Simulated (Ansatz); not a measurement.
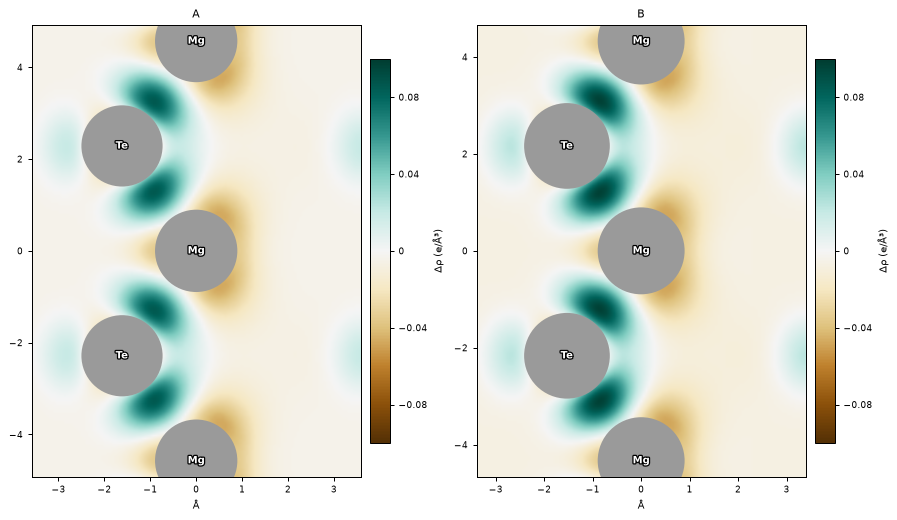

MgTe: deformation density on the (110) plane of the conventional cell at two volumes, with the same fractional coordinates and one colour scale. Grey discs cover the cores.

Space group F-43m. The cell comes from a database of computed structures, not from a measurement.

Theory: DFT PBE, scalar-relativistic, plane waves, PAW in Ansatz 0.2.0.

Q: Which panel is the larger cell, by how much, and what changes?

A: A is the larger cell: B has 85 % of the volume of A.
From A to B, Mg–Te goes from 2.80 to 2.65 Å, and Δρ at its midpoint from +0.08 to +0.09 e/Å³.
The pressure is 0.7 GPa in A and 9.1 GPa in B.
Bader charges in A: Mg +1.54 and Te −1.54 e; in B: Mg +1.55 and Te −1.55 e.
The rearranged charge is 0.22 e an atom in A and 0.22 e in B.

Run times: 19 s (base cell) and 21 s (scaled cell), on 1 thread of Arm Neoverse V1, with other jobs on the host.
